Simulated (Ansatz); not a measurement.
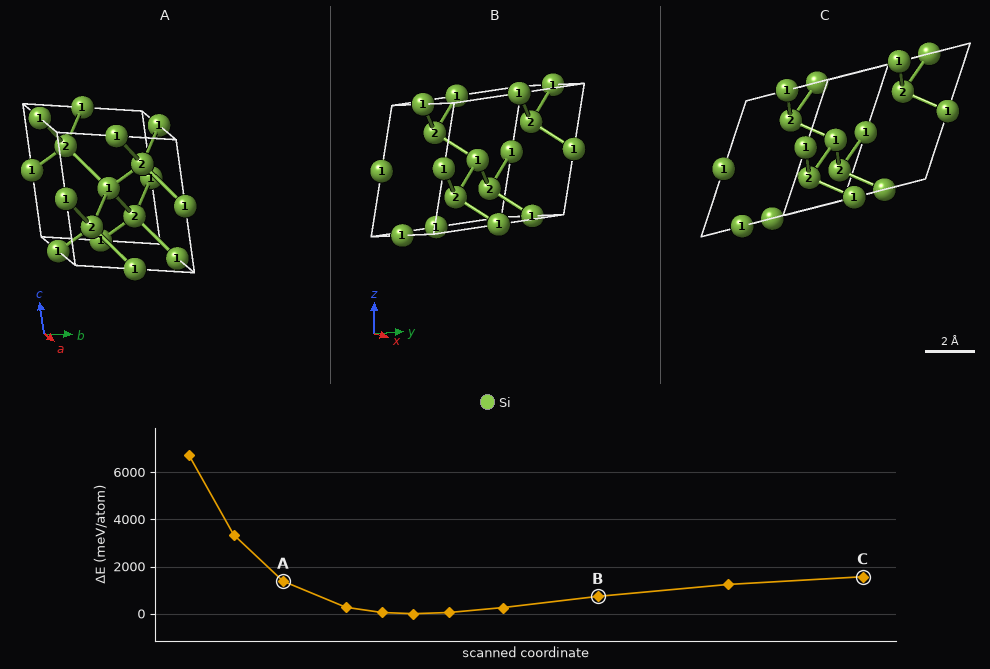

A scan of solid Si (Fd-3m) along one coordinate. x, y and z are the Cartesian axes of the input. Style: ball-and-stick. Shown: the conventional cell (4 times the calculation's cell), slightly off an axis. Lengths and directions refer to the drawn axes.

All numbers below come from DFT r2SCAN, scalar-relativistic, plane waves, PAW in Ansatz. Set-up: plane-wave cutoff 500 eV; k-point mesh 10 × 10 × 10; occupations gaussian; smearing width 0.05 eV; no spin polarisation. Energies (free energies at the smearing named) are counted from the relaxed crystal.

Q: What is being scanned?

A: The ratio of the cell's length along [111] to its lengths across, counted as 1 for the reference, is changed at fixed volume (a trigonal path), with the atoms kept at their fractional coordinates. In the frames the relative ratio is 0.71 (A), 1.41 (B), 2.00 (C). Of the computed points the lowest is at the relative ratio 1.00, 0 meV/atom. At the ends of the scan the energy is 6737 meV/atom (0.50) and 1566 meV/atom (2.00). The distortion takes the space group from Fd-3m to R-3m. At the relative ratio 2.00 the cell of the drawing goes a 5.444 → 6.111 Å, b 5.444 → 6.111 Å, c 5.444 → 6.111 Å, α 90.0° → 60.0°, β 90.0° → 60.0°, γ 90.0° → 60.0°. The band gap on the mesh, 0.78 eV in the reference, closes at 0.50, 0.60, 0.71, 1.20, 1.41, 1.70, 2.00.
